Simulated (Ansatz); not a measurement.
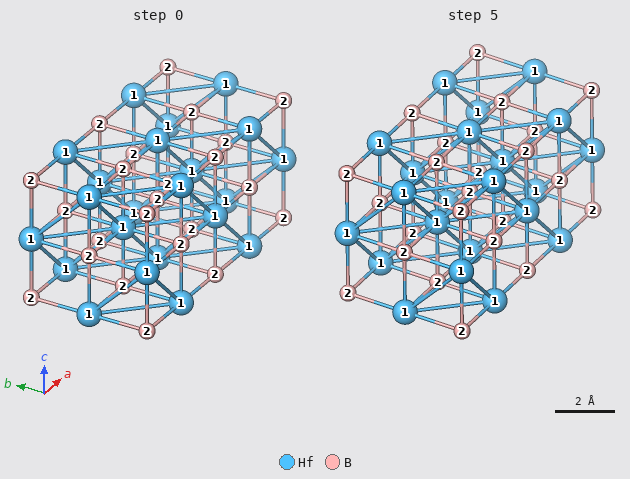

The structure of crystalline HfB (set up in Fm-3m) (coarse preliminary run) before (left) and after (right) a relaxation, at one scale.

Style: ball-and-stick. Shown: the conventional cell (4 times the calculation's cell), repeated 2 × 1 × 1 with one cell outlined, from a free direction. Lengths and directions refer to the drawn axes.

Case: input drawn at random.

Level of theory: DFT LDA, scalar-relativistic, plane waves, PAW (Ansatz 0.2.0). Settings: plane-wave cutoff 420 eV; k-point mesh 2 × 2 × 2; occupations gaussian; smearing width 0.1 eV; no spin polarisation; cell relaxed at fixed volume; force threshold 0.04 eV/Å; at most 5 steps.

**What changed between the two?**

No atom moves by more than 0.005 Å relative to the cell. The drawn cell changes at constant volume: a = b = c 4.620 → 4.626 Å (+0.1 %), α 90.0° → 87.0°, β 90.0° → 87.0°, γ 90.0° → 87.0°. Among the contacts that change: Hf1–Hf1 3.267 → 3.355 Å, Hf1–Hf1 (another image) 3.267 → 3.185 Å. Among the angles between lasting bonds that change: Hf1–B2–Hf1 90.0° → 93.0°, Hf1–B2–Hf1 90.0° → 87.0°. The space group (tolerance 0.01 Å) goes from Fm-3m (No. 225) to R-3m (No. 166). The energy falls by 40.6 meV per atom in 3 accepted moves (5 points after the start). All forces vanish by symmetry, so only the cell relaxes. The pressure goes from 16.91 to 14.87 GPa. At 2 points the geometry stayed and the basis and grid were re-selected for the new cell (energy shift of 0.2 meV per atom at most each time). The run took about 6 core-seconds on a shared host.

Limits of the set-up: the k-point mesh is coarse for a cell with partly filled bands.
